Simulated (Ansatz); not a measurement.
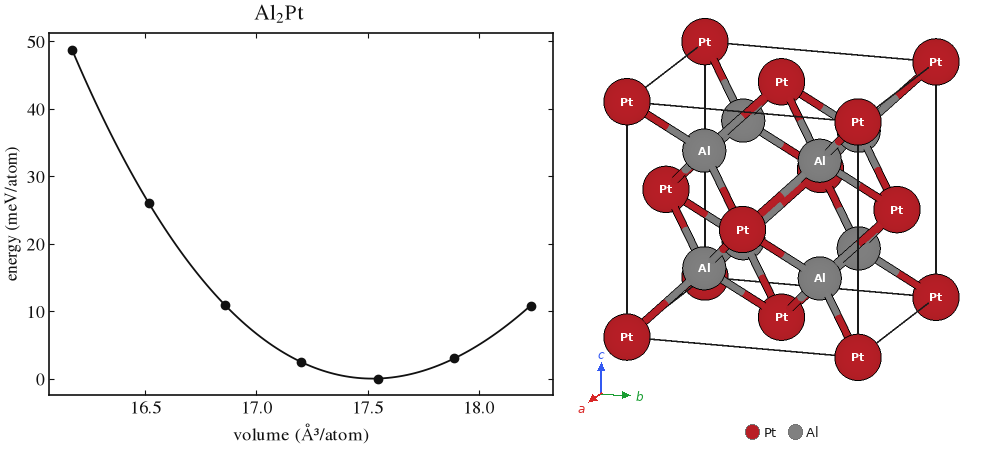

Plotted: energy against volume for Al₂Pt, space group Fm-3m (No. 225). The conventional cell is drawn beside the plot.

Structure:
```
Pt Al
1.0
     0.00000    2.95500    2.95500
     2.95500    0.00000    2.95500
     2.95500    2.95500    0.00000
Pt Al
1 2
Direct
  0.00000 0.00000 0.00000
  0.75000 0.75000 0.75000
  0.25000 0.25000 0.25000
```

Calculation (Ansatz 0.2.0): plane-wave DFT, no spin polarisation; energies at scaled volumes of the given cell, shape and fractions fixed, counted from the fit's minimum, third-order Birch-Murnaghan fit. Level: PBE.

```
       setting        value
        k mesh        8×8×8
   occupations  Fermi–Dirac
smearing width      0.05 eV
    potentials   Ansatz PAW
   wave cutoff       420 eV
density cutoff      1680 eV
```

From this curve and the settings, what does the calculation give for the pressure at the same points?

The pressure falls from 12.41 GPa at volume 16.17 Å³/atom to −4.70 GPa at 18.23 Å³/atom, and changes sign near 17.52 Å³/atom.

```json
{"volume (Å³/atom)": "16.17", "pressure (GPa)": "12.41"}
{"volume (Å³/atom)": "16.51", "pressure (GPa)": "8.74"}
{"volume (Å³/atom)": "16.86", "pressure (GPa)": "5.45"}
{"volume (Å³/atom)": "17.20", "pressure (GPa)": "2.49"}
{"volume (Å³/atom)": "17.55", "pressure (GPa)": "-0.17"}
{"volume (Å³/atom)": "17.89", "pressure (GPa)": "-2.56"}
{"volume (Å³/atom)": "18.23", "pressure (GPa)": "-4.70"}
```

Keep in mind: spin-orbit coupling left out, heavy elements.
